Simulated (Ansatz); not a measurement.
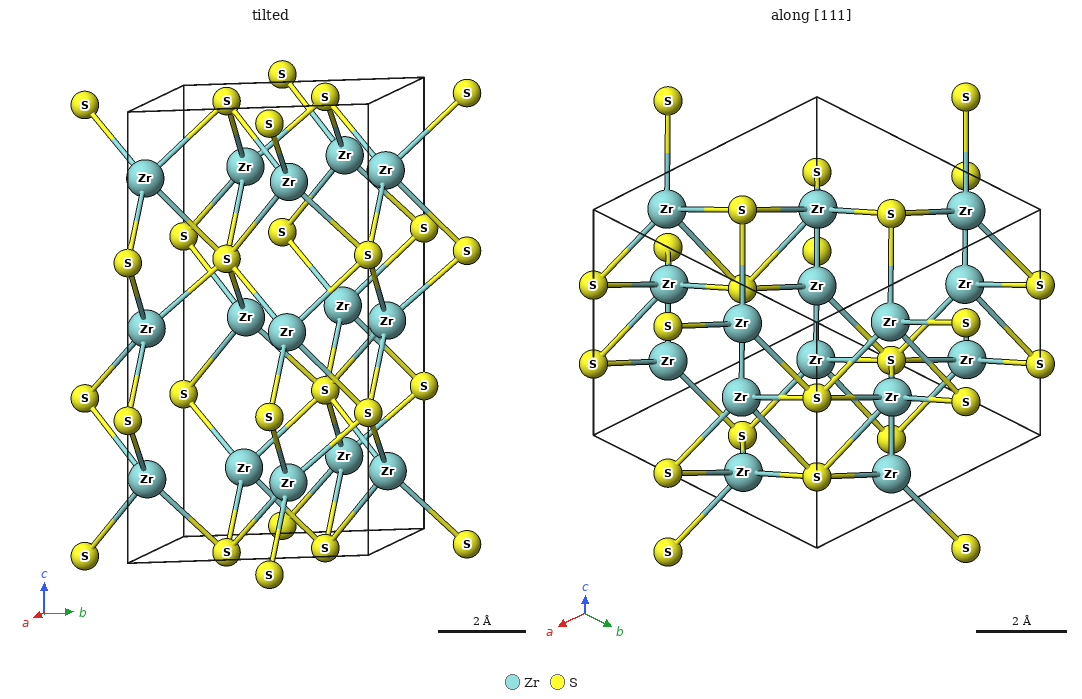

The structure above is drawn in ball-and-stick style and viewed slightly off an axis and along [111]. Atoms at the boundary of the conventional unit cell (the box) are drawn once for each face, edge or corner they touch. Some neighbours outside the box are added.

Describe the arrangement of the atoms.

- Composition: Zr3S2.
- Space group: R3 (No. 146). Lattice: rhombohedral (trigonal R).
- Content of the cell: 9 Zr, 6 S (Z = 3).
- About every Zr there are four S at about 2.5 to 2.7 Å. The coordination shell of S holds six Zr in a distorted trigonal prismatic arrangement at about 2.5 to 2.7 Å. Not all metal-metal contacts are counted.
- The bonds build a three-dimensional framework.

Starting structure: a structure listed in the Materials Project. The cell was then strained or its atoms displaced on purpose. It was run through Ansatz as a DFT input.

At this level of theory the run's own cell isn't at rest (forces up to 2.2 eV/Å), so its distances can differ from those at equilibrium, the more so the softer the solid.
